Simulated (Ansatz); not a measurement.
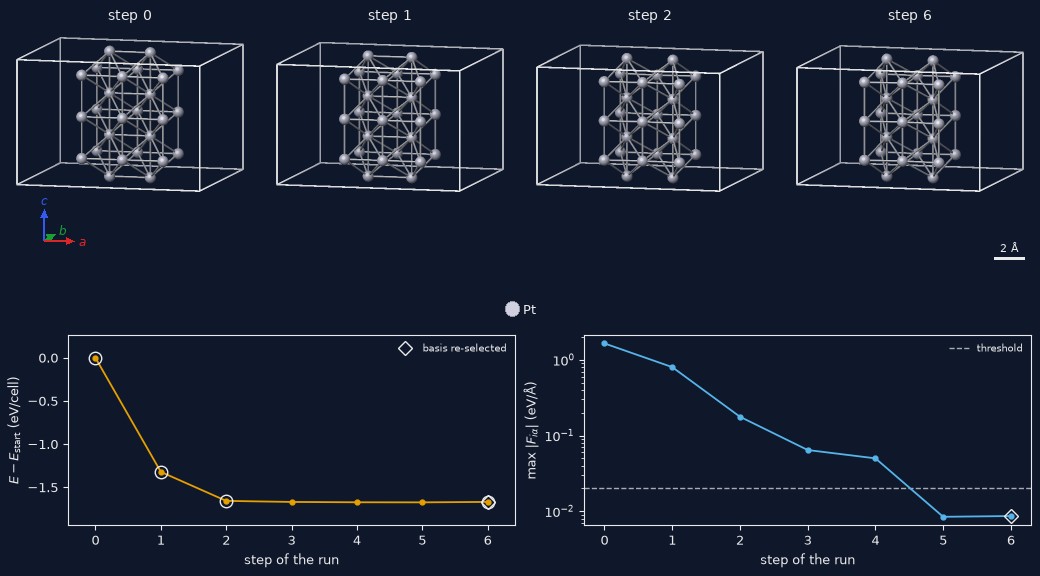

Frames of a relaxation of a wire of composition Pt, marked on the history of the run. A ball-and-stick model of the 3 repeat of the cell, with the vacuum cut short, seen slightly off an axis.

Case: wire along [1 1 0], 8 atoms a period.

Level of theory: DFT PBE, scalar-relativistic, plane waves, PAW (Ansatz). Set-up: plane-wave cutoff 420 eV; k-point mesh 1 × 1 × 19; occupations gaussian; smearing width 0.05 eV; no spin polarisation; cell relaxed at fixed a, b, alpha, beta, gamma; force threshold 0.02 eV/Å; at most 45 steps.

What happens along the run?

Over 5 accepted moves (6 points after the start) the energy falls by 1.668 eV per cell of the calculation. The largest force component goes from 1.6 to 0.0086 eV/Å. At 1 point the geometry stayed and the basis and grid were re-selected for the new cell (energy shift of 5.0 meV per cell of the calculation at most each time). The largest moves relative to the centre of the atoms, 0.28 Å, are those of Pt atoms. Along the periodic axis the drawn cell goes c 8.422 → 7.885 Å (−6.4 %). Near-neighbour distances that change, for instance: Pt–Pt 2.807 → 3.196 Å, Pt–Pt 2.807 → 2.580 Å, Pt–Pt 2.807 → 2.628 Å, Pt–Pt 2.807 → 2.695 Å. Bond angles that change, for instance: Pt–Pt–Pt 60.0° → 64.7°. From step 0 to 1: Pt atoms move most (0.19 Å), energy −1.320 eV per cell of the calculation. From step 1 to 2: Pt atoms move most (0.18 Å), energy −0.336 eV per cell of the calculation. From step 2 to 6: Pt atoms move most (0.04 Å), energy −12.0 meV per cell of the calculation.

```
step  E − E(0), meV/atom  largest force component, eV/Å                      note
   0                0.00                         1.6489                          
   1             -165.04                         0.8019                          
   2             -206.99                         0.1772                          
   3             -208.54                         0.0644                          
   4             -209.01                         0.0500                          
   5             -209.12                         0.0084                          
   6             -208.49                         0.0086  same geometry, new basis
```

Limits of the set-up: the k-point mesh is coarse for a cell with partly filled bands.
